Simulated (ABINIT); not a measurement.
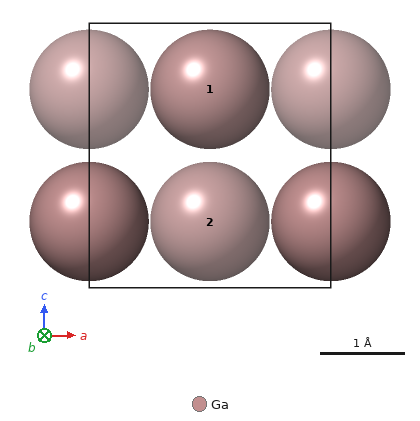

**Figure 1.** The structure as given in the input (spheres-only view of the cell 2 times as large as that of the calculation, set on its symmetry axes, along the b axis; atoms are numbered from 1 in the order of the input).

## Run report: Ga, phonon calculation (part 1 of 2)

- system: Ga (Cmcm, 2 atoms in the cell)
- method: Kohn-Sham DFT of a periodic cell, PBE, JTH PAW PBE v2.0, no spin polarisation (ABINIT 10.8.3)

The structure derives from an entry of the Crystallography Open Database.

**Input**
```
ndtset 2

pp_dirpath "./"
pseudos "Ga.GGA_PBE-JTH.xml"

acell 8.1558103505 8.1558103505 5.9904318151
rprim
     0.3359694209    -0.9418728939     0.0000000000
     0.3359694209     0.9418728939     0.0000000000
     0.0000000000     0.0000000000     1.0000000000
ntypat 1
znucl 31
natom 2
typat 1 1
chkprim 0
chksymtnons 0
tolsym 1.0e-6
xred
   0.1330000000   0.8670000000            3/4
   0.8670000000   0.1330000000            1/4

ecut 13.0
pawecutdg 26.0
pawxcdev 0

ngkpt 12 12 10
nshiftk 1
shiftk 0.0 0.0 0.0

ixc 11

nband 21
occopt 3
tsmear 0.2 eV

nstep 80

prteig 0
prtebands 0
prtwf 0
prtden 0
prtpot 0

kptopt1 1
tolvrs1 1.0e-11
prtwf1 1
tolwfr1 1.0e-14
nbdbuf1 4
nline1 6

rfphon2 1
rfatpol2 1 2
rfdir2 1 1 1
getwfk2 1
kptopt2 2
nqpt2 1
qpt2 0.0 0.0 0.0
tolvrs2 1.0e-9
```

**File mrgddb.in**
```
merged_DDB
Ga
2
runo_DS1_DDB
runo_DS2_DDB
```

**File anaddb.abi**
```
ddb_filepath "merged_DDB"
output_file "anaddb.abo"
outdata_prefix "ana"
asr 1
chneut 0
dipdip 0
dieflag 0
enunit 0
eivec 1
nph1l 1
qph1l 0.0 0.0 0.0 1.0
```

Hardware: 4 threads of AMD EPYC (Zen 3), 64 GiB of memory available, shared host.

Command:
```bash
mpirun --bind-to none -np 4 abinit run.abi > log 2>&1
mrgddb < mrgddb.in > mrgddb.log 2>&1
anaddb anaddb.abi > anaddb.log 2>&1
```

**Output**
```
.Version 10.8.3 of ABINIT
 DATASET    1 : space group Cm c m (# 63); Bravais oC (1-face-center ortho.)
================================================================================
 Values of the parameters that define the memory need for DATASET  1.
     intxc =       0    ionmov =       0      iscf =      17    lmnmax =      18
     lnmax =       6     mgfft =      30  mpssoang =       3    mqgrid =    3001
     natom =       2  nloc_mem =       2    nspden =       1   nspinor =       1
    nsppol =       1      nsym =       8    n1xccc =       1    ntypat =       1
    occopt =       3   xclevel =       2
       mpw =         578          nfft =       18000          nkpt =         258
Pmy_natom=         1
 PAW method is used; the additional fine FFT grid is defined by:
   mgfftf=        40    nfftf =     48000
================================================================================
================================================================================

 DATASET    2 : space group Cm c m (# 63); Bravais oC (1-face-center ortho.)
================================================================================
 Values of the parameters that define the memory need for DATASET  2 (RF).
     intxc =       0      iscf =       7    lmnmax =      18     lnmax =       6
     mgfft =      30  mpssoang =       3    mqgrid =    3001     natom =       2
  nloc_mem =       2    nspden =       1   nspinor =       1    nsppol =       1
      nsym =       8    n1xccc =       1    ntypat =       1    occopt =       3
   xclevel =       2
      nfft =       18000          nkpt =         724
Pmy_natom=         1
================================================================================
================================================================================

--------------------------------------------------------------------------------
------------- Echo of variables that govern the present computation ------------
--------------------------------------------------------------------------------
 -outvars: echo values of preprocessed input variables --------
            acell      8.1558103505E+00  8.1558103505E+00  5.9904318151E+00 Bohr
              amu      6.97230000E+01
          chkprim           0
      chksymtnons           0
             ecut      1.30000000E+01 Hartree
           getwfk1          0
           getwfk2          1
             iscf1         17
             iscf2          7
                       outvar_i_n : Printing only first  50 k-points.
              ixc          11
           jdtset        1    2
                       outvar_i_n : Printing only first  50 k-points.
           kptopt1          1
           kptopt2          2
         kptrlatt       12    0    0      0   12    0      0    0   10
          kptrlen      5.99043182E+01
            natom           2
            nband1         21
            nband2         21
           nbdbuf1          4
           nbdbuf2          2
           ndtset           2
            ngfft          30      30      20
          ngfftdg          40      40      30
             nkpt1        258
             nkpt2        724
            nline1          6
            nline2          4
             nqpt1          0
             nqpt2          1
            nstep          80
             nsym           8
           ntypat           1
                       prtocc : prtvol=0, do not print more k-points.
                       prtocc : prtvol=0, do not print more k-points.
           occopt           3
        optdriver1          0
        optdriver2          1
        pawecutdg      2.60000000E+01 Hartree
         pawxcdev           0
           prtden           0
        prtebands           0
           prteig           0
            prtwf1          1
            prtwf2          0
           rfphon1          0
           rfphon2          1
            rprim      3.3596942090E-01 -9.4187289390E-01  0.0000000000E+00
                       3.3596942090E-01  9.4187289390E-01  0.0000000000E+00
                       0.0000000000E+00  0.0000000000E+00  1.0000000000E+00
          spgroup          63
           tolsym      1.00000000E-06
           tolvrs1     1.00000000E-11
           tolvrs2     1.00000000E-09
           tolwfr1     1.00000000E-14
           tolwfr2     0.00000000E+00
           tsmear      7.34986444E-03 Hartree
            typat      1  1
           useylm           1
                       outvars : Printing only first  50 k-points.
           xangst      1.4499999989E+00  2.9837099981E+00  2.3774999984E+00
                       1.4499999989E+00 -2.9837099981E+00  7.9249999947E-01
            xcart      2.7401028804E+00  5.6383947355E+00  4.4928238613E+00
                       2.7401028804E+00 -5.6383947355E+00  1.4976079538E+00
             xred      1.3300000000E-01  8.6700000000E-01  7.5000000000E-01
                       8.6700000000E-01  1.3300000000E-01  2.5000000000E-01
            znucl       31.00000

================================================================================

 chkinp: Checking input parameters for consistency, jdtset=   1.

 chkinp: Checking input parameters for consistency, jdtset=   2.

================================================================================
== DATASET  1 ==================================================================

--- !DatasetInfo
iteration_state: {dtset: 1, }
dimensions: {natom: 2, nkpt: 258, mband: 21, nsppol: 1, nspinor: 1, nspden: 1, mpw: 578, }
cutoff_energies: {ecut:  13.0, pawecutdg:  26.0, }
electrons: {nelect:   2.60000000E+01, charge:   0.00000000E+00, occopt:   3.00000000E+00, tsmear:   7.34986444E-03, }
meta: {optdriver: 0, ionmov: 0, optcell: 0, iscf: 17, paral_kgb: 0, }
...

 Exchange-correlation functional for the present dataset will be:
  GGA: Perdew-Burke-Ernzerhof functional - ixc=11
  J.P.Perdew, K.Burke, M.Ernzerhof, PRL 77, 3865 (1996)

 Real(R)+Recip(G) space primitive vectors, cartesian coordinates (Bohr,Bohr^-1):
 R(1)=  2.7401029 -7.6817367  0.0000000  G(1)=  0.1824749 -0.0650894  0.0000000
 R(2)=  2.7401029  7.6817367  0.0000000  G(2)=  0.1824749  0.0650894  0.0000000
 R(3)=  0.0000000  0.0000000  5.9904318  G(3)=  0.0000000  0.0000000  0.1669329
 Unit cell volume ucvol=  2.5218219E+02 bohr^3
 Angles (23,13,12)=  9.00000000E+01  9.00000000E+01  1.40737003E+02 degrees

 Coarse grid specifications (used for wave-functions):

 getcut: wavevector=  0.0000  0.0000  0.0000  ngfft=  30  30  20
         ecut(hartree)=     13.000   => boxcut(ratio)=   2.05700

 Fine grid specifications (used for densities):

 getcut: wavevector=  0.0000  0.0000  0.0000  ngfft=  40  40  30
         ecut(hartree)=     26.000   => boxcut(ratio)=   2.13826

--- Pseudopotential description ------------------------------------------------
- pspini: atom type   1  psp file is ./Ga.GGA_PBE-JTH.xml
 Pseudopotential format is: paw10
 basis_size (lnmax)=  6 (lmn_size= 18), orbitals=   0   0   1   1   2   2
 Spheres core radius: rc_sph= 2.10359248
 Shapefunction is BESSEL type: shapef(r,l)=aa(1,l)*jl(q(1,l)*r)+aa(2,l)*jl(q(2,l)*r)
 Radius for shape functions =  1.80829011
 Compensation charge density is not taken into account in XC energy/potential

   1.22813827E+03                                ecore*ucvol(ha*bohr**3)
--------------------------------------------------------------------------------

================================================================================

--- !BeginCycle
iteration_state: {dtset: 1, }
solver: {iscf: 17, nstep: 80, nline: 6, wfoptalg: 10, }
tolerances: {tolwfr: 1.00E-14, tolvrs: 1.00E-11, }
...

     iter   Etot(hartree)      deltaE(h)  residm     nres2
 ETOT  1  -157.93753569575    -1.579E+02 2.208E+00 7.175E-01
 ETOT  2  -158.15371414153    -2.162E-01 6.378E-04 3.899E-02
 ETOT  3  -158.15344761931     2.665E-04 5.807E-05 3.772E-03
 ETOT  4  -158.15345270930    -5.090E-06 1.813E-06 9.183E-04
 ETOT  5  -158.15345670323    -3.994E-06 2.864E-06 9.450E-05
 ETOT  6  -158.15345632320     3.800E-07 1.094E-07 1.907E-06
 ETOT  7  -158.15345634658    -2.338E-08 3.657E-09 7.869E-08
 ETOT  8  -158.15345634644     1.435E-10 2.383E-10 1.606E-08
 ETOT  9  -158.15345634649    -4.800E-11 2.543E-11 1.699E-10
 ETOT 10  -158.15345634649    -1.478E-12 2.453E-13 6.349E-12
 ETOT 11  -158.15345634649     5.684E-14 9.980E-15 1.794E-12

 At SCF step   11  max residual=  9.98E-15 < tolwfr=  1.00E-14 AND nres2   =  1.79E-12 < tolvrs=  1.00E-11 =>converged.

 Cartesian components of stress tensor (hartree/bohr^3)
  sigma(1 1)=  2.92103097E-05  sigma(3 2)=  0.00000000E+00
  sigma(2 2)= -7.78020936E-05  sigma(3 1)=  0.00000000E+00
  sigma(3 3)= -8.94158316E-05  sigma(2 1)=  0.00000000E+00

--- !ResultsGS
iteration_state: {dtset: 1, }
comment   : Summary of ground state results
lattice_vectors:
- [  2.7401029,  -7.6817367,   0.0000000, ]
- [  2.7401029,   7.6817367,   0.0000000, ]
- [  0.0000000,   0.0000000,   5.9904318, ]
lattice_lengths: [   8.15581,    8.15581,    5.99043, ]
lattice_angles: [ 90.000,  90.000, 140.737, ] # degrees, (23, 13, 12)
lattice_volume:   2.5218219E+02
convergence: {deltae:  5.684E-14, res2:  1.794E-12, residm:  9.980E-15, diffor: null, }
etotal    :  -1.58153456E+02
entropy   :   0.00000000E+00
fermie    :   2.10455421E-01
cartesian_stress_tensor: # hartree/bohr^3
- [  2.92103097E-05,   0.00000000E+00,   0.00000000E+00, ]
- [  0.00000000E+00,  -7.78020936E-05,   0.00000000E+00, ]
- [  0.00000000E+00,   0.00000000E+00,  -8.94158316E-05, ]
pressure_GPa:   1.3534E+00
xred      :
- [  1.3300E-01,   8.6700E-01,   7.5000E-01, Ga]
- [  8.6700E-01,   1.3300E-01,   2.5000E-01, Ga]
cartesian_forces: # hartree/bohr
- [ -9.97333053E-20,  -3.76713464E-03,   3.37118255E-29, ]
- [  9.97333053E-20,   3.76713464E-03,  -3.37118255E-29, ]
force_length_stats: {min:   3.76713464E-03, max:   3.76713464E-03, mean:   3.76713464E-03, }
...

 Integrated electronic density in atomic spheres:
 ------------------------------------------------
 Atom  Sphere_radius  Integrated_density
    1        2.10359         11.00207124
    2        2.10359         11.00207124

================================================================================

 ----iterations are completed or convergence reached----

 Mean square residual over all n,k,spin=   32.327E-16; max=  99.804E-16
 reduced coordinates (array xred) for    2 atoms
       0.133000000000      0.867000000000      0.750000000000
       0.867000000000      0.133000000000      0.250000000000
 rms dE/dt=  2.3628E-02; max dE/dt=  2.8938E-02; dE/dt below (all hartree)
    1      -0.028938136382      0.028938136382     -0.000000000000
    2       0.028938136382     -0.028938136382      0.000000000000

 cartesian coordinates (angstrom) at end:
    1      1.44999999886832     2.98370999810060     2.37749999840149
    2      1.44999999886832    -2.98370999810060     0.79249999946716

 cartesian forces (hartree/bohr) at end:
    1     -0.00000000000000    -0.00376713463681     0.00000000000000
    2      0.00000000000000     0.00376713463681    -0.00000000000000
 frms,max,avg= 2.1749562E-03 3.7671346E-03   0.000E+00  0.000E+00  0.000E+00 h/b

 cartesian forces (eV/Angstrom) at end:
    1     -0.00000000000000    -0.19371385161760     0.00000000000000
    2      0.00000000000000     0.19371385161760    -0.00000000000000
 frms,max,avg= 1.1184074E-01 1.9371385E-01   0.000E+00  0.000E+00  0.000E+00 e/A
 length scales=  8.155810350500  8.155810350500  5.990431815100 bohr
              =  4.315868971003  4.315868971003  3.169999997869 angstroms
 Fermi (or HOMO) energy (hartree) =   0.21046   Average Vxc (hartree)=  -0.36467
 Eigenvalues (hartree) for nkpt= 258  k points:
 kpt#   1, nband= 21, wtk=  0.00069, kpt=  0.0000  0.0000  0.0000 (reduced coord)
  -0.34718   -0.34623   -0.34371   -0.34315   -0.33618   -0.33565   -0.33449   -0.33400
  -0.33394   -0.32806   -0.20242    0.12723    0.15277    0.31700    0.45202    0.49835
   0.53262    0.59505    0.62496    0.64082    0.68167
      occupation numbers for kpt#   1
   2.00000    2.00000    2.00000    2.00000    2.00000    2.00000    2.00000    2.00000
   2.00000    2.00000    2.00000    1.99998    1.99922    0.00000    0.00000    0.00000
   0.00000    0.00000    0.00000    0.00000    0.00000
 prteigrs : prtvol=0 or 1, do not print more k-points.

--- !EnergyTerms
iteration_state     : {dtset: 1, }
comment             : Components of total free energy in Hartree
kinetic             :  9.78009624142310E+00
hartree             :  4.33366073770849E+01
xc                  : -3.21923879835569E+00
Ewald energy        : -9.63907045295503E+01
psp_core            :  4.87004365932246E+00
local_psp           : -1.16315050094954E+02
PAW spherical_terms : -2.11336012711031E-01
internal            : -1.58149582157740E+02
'-kT*entropy'       : -3.87477423409176E-03
total_energy        : -1.58153456931974E+02
total_energy_eV     : -4.30357480271308E+03
...
```
